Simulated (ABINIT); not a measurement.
## WSi2: single-point calculation

System: WSi2 (3 atoms in the cell).
Method: Kohn-Sham DFT of a periodic cell, PBE0, SPMS NC PBE v1.0, no spin polarisation (ABINIT 10.8.3).

The structure derives from an entry of the Crystallography Open Database.

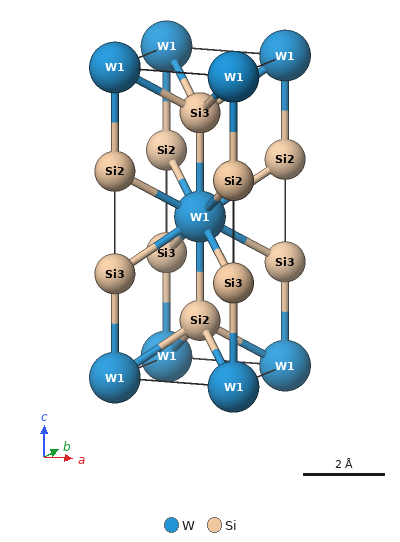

*The structure as given in the input (ball-and-stick view of the cell 2 times as large as that of the calculation, set on its symmetry axes, seen slightly off an axis; atoms are numbered from 1 in the order of the input). An atom can appear more than once, as a periodic image.*

## The input
```
pp_dirpath "./"
pseudos "74_W_14_2.3_2.5_pbe_n_v1.0.psp8, 14_Si_4_1.9_1.9_pbe_n_v1.0.psp8"

acell 4.5267083761 4.5267083761 4.5267083761 Angstrom
rprim
    -0.3549820016     0.3549820016     0.8648558013
     0.3549820016    -0.3549820016     0.8648558013
     0.3549820016     0.3549820016    -0.8648558013
ntypat 2
znucl 74 14
natom 3
typat 1 2 2
xred
     0.0000000000     0.0000000000     0.0000000000
     0.6653000000     0.6653000000     0.0000000000
     0.3347000000     0.3347000000     0.0000000000

ecut 14.0

kptopt 1
ngkpt 6 6 6
nshiftk 1
shiftk 0.0 0.0 0.0

ixc 41
fockdownsampling 2 2 2
hyb_mixing 0.05

nband 15
occopt 3
tsmear 0.05 eV

nstep 60
toldfe 1.0e-7

iomode 3
prtwf 0
prteig 0
prtebands 0
enunit 1
prtden 1
prtvha 1
prtvclmb 1
prtpot 1
prtelf 1
```

Hardware: 4 threads of Arm Neoverse V1, 24 GiB of memory available, shared host.

Command:
```bash
mpirun --bind-to none -np 4 abinit run.abi > log 2>&1
```

## The program's output
```
.Version 10.8.3 of ABINIT
 Symmetries : space group I4/m m m (#139); Bravais tI (body-center tetrag.)
================================================================================
 Values of the parameters that define the memory need of the present run
     intxc =       0    ionmov =       0      iscf =       7    lmnmax =       8
     lnmax =       8     mgfft =      30  mpssoang =       4    mqgrid =    3001
     natom =       3  nloc_mem =       1    nspden =       1   nspinor =       1
    nsppol =       1      nsym =      16    n1xccc =    2501    ntypat =       2
    occopt =       3   xclevel =       2
       mpw =         693          nfft =       27000          nkpt =          30
================================================================================
================================================================================

--------------------------------------------------------------------------------
------------- Echo of variables that govern the present computation ------------
--------------------------------------------------------------------------------
 -outvars: echo values of preprocessed input variables --------
            acell      8.5542390827E+00  8.5542390827E+00  8.5542390827E+00 Bohr
              amu      1.83850000E+02  2.80855000E+01
             ecut      1.40000000E+01 Hartree
           enunit           1
 fockdownsampling           2       2       2
   hyb_mixing          5.0000000000E-02
              ixc          41
         kptrlatt        6    0    0      0    6    0      0    0    6
          kptrlen      3.64392109E+01
            natom           3
            nband          15
          nbandhf          15
            ngfft          30      30      30
             nkpt          30
           nkpthf          27
            nstep          60
             nsym          16
           ntypat           2
           occopt           3
        optforces           0
        optstress           0
        prtebands           0
           prteig           0
           prtelf           1
           prtpot           1
         prtvclmb           1
           prtvha           1
            prtwf           0
            rprim     -3.5498200160E-01  3.5498200160E-01  8.6485580130E-01
                       3.5498200160E-01 -3.5498200160E-01  8.6485580130E-01
                       3.5498200160E-01  3.5498200160E-01 -8.6485580130E-01
          spgroup         139
           toldfe      1.00000000E-07 Hartree
           tsmear      1.83746611E-03 Hartree
            typat      1  2  2
          usefock           1
           xangst      0.0000000000E+00  0.0000000000E+00  0.0000000000E+00
                       9.3843671544E-17 -4.5980333231E-17  5.2092324698E+00
                       7.3290081236E-18  1.6750143136E-17  2.6206675299E+00
            xcart      0.0000000000E+00  0.0000000000E+00  0.0000000000E+00
                       1.7733883787E-16 -8.6890236985E-17  9.8440226941E+00
                       1.3849818128E-17  3.1653183097E-17  4.9523438986E+00
             xred      0.0000000000E+00  0.0000000000E+00  0.0000000000E+00
                       6.6530000000E-01  6.6530000000E-01  1.4893066872E-17
                       3.3470000000E-01  3.3470000000E-01  7.4924236915E-18
            znucl       74.00000   14.00000

================================================================================

 chkinp: Checking input parameters for consistency.

================================================================================
== DATASET  1 ==================================================================

--- !DatasetInfo
iteration_state: {dtset: 1, }
dimensions: {natom: 3, nkpt: 30, mband: 15, nsppol: 1, nspinor: 1, nspden: 1, mpw: 693, }
cutoff_energies: {ecut:  14.0, pawecutdg:  -1.0, }
electrons: {nelect:   2.20000000E+01, charge:   0.00000000E+00, occopt:   3.00000000E+00, tsmear:   1.83746611E-03, }
meta: {optdriver: 0, ionmov: 0, optcell: 0, iscf: 7, paral_kgb: 0, }
...

 Exchange-correlation functional for the present dataset will be:
  PBE0 with alpha=0.25

 Real(R)+Recip(G) space primitive vectors, cartesian coordinates (Bohr,Bohr^-1):
 R(1)= -3.0366009  3.0366009  7.3981833  G(1)=  0.0000000  0.1646578  0.0675842
 R(2)=  3.0366009 -3.0366009  7.3981833  G(2)=  0.1646578  0.0000000  0.0675842
 R(3)=  3.0366009  3.0366009 -7.3981833  G(3)=  0.1646578  0.1646578  0.0000000
 Unit cell volume ucvol=  2.7287297E+02 bohr^3
 Angles (23,13,12)=  1.38415317E+02  1.38415317E+02  6.02675125E+01 degrees

 getcut: wavevector=  0.0000  0.0000  0.0000  ngfft=  30  30  30
         ecut(hartree)=     14.000   => boxcut(ratio)=   2.08333

--- Pseudopotential description ------------------------------------------------
- pspini: atom type   1  psp file is ./74_W_14_2.3_2.5_pbe_n_v1.0.psp8
    8   11    3    4       600   0.00000      pspcod,pspxc,lmax,lloc,mmax,r2well
    5.99000000000000    5.00000000000000    0.00000000000000   rchrg,fchrg,qchrg
     nproj     2     2     2     2
     extension_switch     1

- pspini: atom type   2  psp file is ./14_Si_4_1.9_1.9_pbe_n_v1.0.psp8
    8   11    2    4       600   0.00000      pspcod,pspxc,lmax,lloc,mmax,r2well
    5.99000000000000    4.00000000000000    0.00000000000000   rchrg,fchrg,qchrg
     nproj     2     2     2
     extension_switch     1

   1.51188663E+03                                ecore*ucvol(ha*bohr**3)
--------------------------------------------------------------------------------

================================================================================

--- !BeginCycle
iteration_state: {dtset: 1, }
solver: {iscf: 7, nstep: 60, nline: 4, wfoptalg: 0, }
tolerances: {toldfe: 1.00E-07, }
...

     iter   Etot(hartree)      deltaE(h)  residm     vres2
 ETOT  1  -83.981095612305    -8.398E+01 5.123E-02 3.160E+01
 ETOT  2  -84.303994877500    -3.229E-01 8.207E-03 1.072E+02
 ETOT  3  -84.336219028719    -3.222E-02 1.931E-03 1.097E+01
 ETOT  4  -84.340266998826    -4.048E-03 9.016E-04 7.916E-01
 ETOT  5  -84.340606457492    -3.395E-04 5.716E-04 3.826E-02
 ETOT  6  -84.340605414593     1.043E-06 5.350E-04 2.644E-02
 ETOT  7  -84.340613372270    -7.958E-06 4.942E-04 2.639E-06
 ETOT  8  -84.340614570771    -1.199E-06 4.264E-04 1.194E-04
 ETOT  9  -84.340614462084     1.087E-07 4.289E-04 2.451E-06
 ETOT 10  -84.340614410375     5.171E-08 3.463E-04 8.008E-09
 ETOT 11  -84.340614415519    -5.144E-09 3.402E-04 5.207E-08

 At SCF step   11, etot is converged :
  for the second time, diff in etot=  5.144E-09 < toldfe=  1.000E-07

 Compute ELF
--------------------------------------------------------------------------------

 Compute kinetic energy density

 Compute gradient of the electron density
 Electron Localization Function (ELF) [min:0;max:1]
)     Maximum=    7.9583E-01  at reduced coord.    0.7667    0.7667    0.9667
)     Minimum=    1.9342E-06  at reduced coord.    0.3333    0.3333    0.0000
   Integrated=    1.2456E+02

--------------------------------------------------------------------------------
 End of ELF section

--- !ResultsGS
iteration_state: {dtset: 1, }
comment   : Summary of ground state results
lattice_vectors:
- [ -3.0366009,   3.0366009,   7.3981833, ]
- [  3.0366009,  -3.0366009,   7.3981833, ]
- [  3.0366009,   3.0366009,  -7.3981833, ]
lattice_lengths: [   8.55424,    8.55424,    8.55424, ]
lattice_angles: [138.415, 138.415,  60.268, ] # degrees, (23, 13, 12)
lattice_volume:   2.7287297E+02
convergence: {deltae: -5.144E-09, res2:  5.207E-08, residm:  3.402E-04, diffor:  0.000E+00, }
etotal    :  -8.43406144E+01
entropy   :   0.00000000E+00
fermie    :   3.60826891E-01
cartesian_stress_tensor: null
pressure_GPa: null
xred      :
- [  0.0000E+00,   0.0000E+00,   0.0000E+00,  W]
- [  6.6530E-01,   6.6530E-01,   1.4893E-17, Si]
- [  3.3470E-01,   3.3470E-01,   7.4924E-18, Si]
cartesian_forces: null
force_length_stats: {min: null, max: null, mean: null, }
...

 Integrated electronic density in atomic spheres:
 ------------------------------------------------
 Atom  Sphere_radius  Integrated_density
    1        2.00000         10.23427553
    2        2.00000          1.79373692
    3        2.00000          1.79373692
================================================================================

 ----iterations are completed or convergence reached----

 Mean square residual over all n,k,spin=   11.291E-07; max=  34.022E-05
 reduced coordinates (array xred) for    3 atoms
       0.000000000000      0.000000000000      0.000000000000
       0.665300000000      0.665300000000      0.000000000000
       0.334700000000      0.334700000000      0.000000000000

 cartesian coordinates (angstrom) at end:
    1      0.00000000000000     0.00000000000000     0.00000000000000
    2      0.00000000000000    -0.00000000000000     5.20923246981822
    3      0.00000000000000     0.00000000000000     2.62066752990855
 length scales=  8.554239082682  8.554239082682  8.554239082682 bohr
              =  4.526708376100  4.526708376100  4.526708376100 angstroms
 Fermi (or HOMO) energy (eV) =   9.81860   Average Vxc (eV)= -12.04374
 Eigenvalues (   eV  ) for nkpt=  30  k points:
 kpt#   1, nband= 15, wtk=  0.00463, kpt=  0.0000  0.0000  0.0000 (reduced coord)
 -65.02429  -28.92769  -28.88480  -28.88480   -4.74687    2.66770    5.86670    6.33529
   6.73256    6.73256   10.53507   12.68031   12.90522   13.00942   13.00942
 prteigrs : prtvol=0 or 1, do not print more k-points.

--- !EnergyTerms
iteration_state     : {dtset: 1, }
comment             : Components of total free energy in Hartree
kinetic             :  2.36435399712813E+01
hartree             :  1.43007004418416E+01
xc                  : -1.88759499161965E+01
Ewald energy        : -6.26385810874325E+01
psp_core            :  5.54062442103374E+00
local_psp           : -3.57596737790193E+01
non_local_psp+x     : -1.05512559708592E+01
internal            : -8.43405959193509E+01
'-kT*entropy'       : -1.84961685568348E-05
total_energy        : -8.43406144155195E+01
...

--- !EnergyTermsDC
iteration_state     : {dtset: 1, }
comment             : '"Double-counting" decomposition of free energy'
band_energy         : -8.90368797580658E+00
Ewald energy        : -6.26385810874325E+01
psp_core            :  5.54062442103374E+00
xc_dc               : -1.83389826987000E+01
internal            : -8.43406273409054E+01
'-kT*entropy'       : -1.84961685568348E-05
total_energy_dc     : -8.43406458370739E+01
...

== END DATASET(S) ==============================================================
================================================================================

 -outvars: echo values of variables after computation  --------
            acell      8.5542390827E+00  8.5542390827E+00  8.5542390827E+00 Bohr
           etotal     -8.4340614416E+01
            fcart      9.9999999999E+99  9.9999999999E+99  9.9999999999E+99
                       9.9999999999E+99  9.9999999999E+99  9.9999999999E+99
                       9.9999999999E+99  9.9999999999E+99  9.9999999999E+99
            rprim     -3.5498200160E-01  3.5498200160E-01  8.6485580130E-01
                       3.5498200160E-01 -3.5498200160E-01  8.6485580130E-01
                       3.5498200160E-01  3.5498200160E-01 -8.6485580130E-01
           strten      9.9999999999E+99  9.9999999999E+99  9.9999999999E+99
                       9.9999999999E+99  9.9999999999E+99  9.9999999999E+99
           xangst      0.0000000000E+00  0.0000000000E+00  0.0000000000E+00
                       9.3843671544E-17 -4.5980333231E-17  5.2092324698E+00
                       7.3290081236E-18  1.6750143136E-17  2.6206675299E+00
             xred      0.0000000000E+00  0.0000000000E+00  0.0000000000E+00
                       6.6530000000E-01  6.6530000000E-01  1.4893066872E-17
                       3.3470000000E-01  3.3470000000E-01  7.4924236915E-18
 Calculation completed.
```

## Results in brief

```json
{"quantity": "outcome", "value": "converged"}
{"quantity": "space group (tolerance 0.01 Å)", "value": "I4/mmm (139)"}
{"quantity": "electrons treated", "value": "22"}
{"quantity": "free energy", "value": "−2295.0250 eV"}
{"quantity": "Fermi energy", "value": "9.819 eV"}
{"quantity": "gap on the k-point mesh", "value": "none (metallic)"}
{"quantity": "wall time", "value": "9.1 min (CPU time 36 min)"}
{"quantity": "peak memory", "value": "0.28 GiB"}
```

## Notes

Points of doubt noted for this run: coarse exchange mesh; cutoff too low for stress. Spin–orbit coupling is left out, which matters for W.
